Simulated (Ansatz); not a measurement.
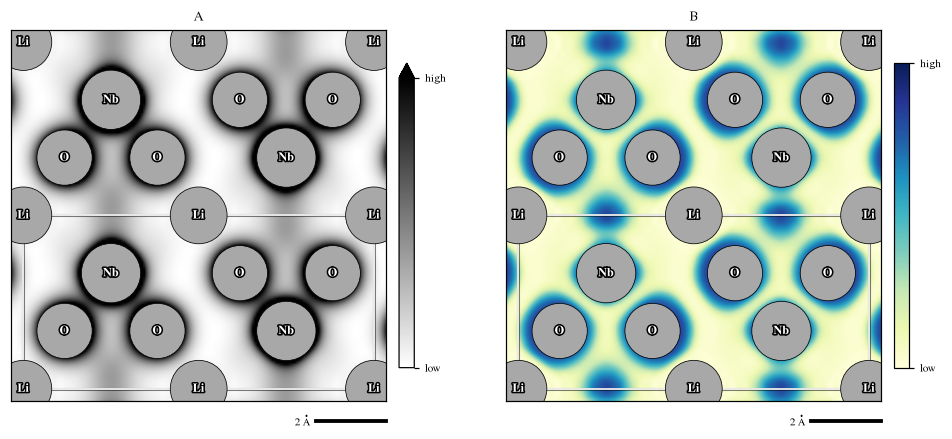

LiNbO₂: 2 fields on the (110) plane of the conventional cell, with unlabelled colour scales. Grey discs cover the atomic cores.

Space group P6₃/mmc; changed on purpose from its base cell (volume × 0.91, shape and atoms relaxed); computed pressure about 18 GPa in this cell.

Theory: DFT r2SCAN, scalar-relativistic, plane waves, PAW (Ansatz 0.2.0).

> Which field does each panel show? The fields are: electron localisation function and valence pseudo-density.

Panel A: valence pseudo-density. Panel B: electron localisation function. From the grid: Li–O (2.01 Å): ρ is about 0.31 e/Å³ halfway; the ELF peaks at about 0.85 in the valence shell of O, 0.6 Å from its nucleus, and falls to about 0 next to Li (an ionic contact with no shared pair). Nb–O (2.10 Å): ρ is about 0.66 e/Å³ halfway; the ELF peaks at about 0.80 in the valence shell of O, 0.6 Å from its nucleus, and drops to about 0.15 between the two atoms; no shared electron pair shows on this line.
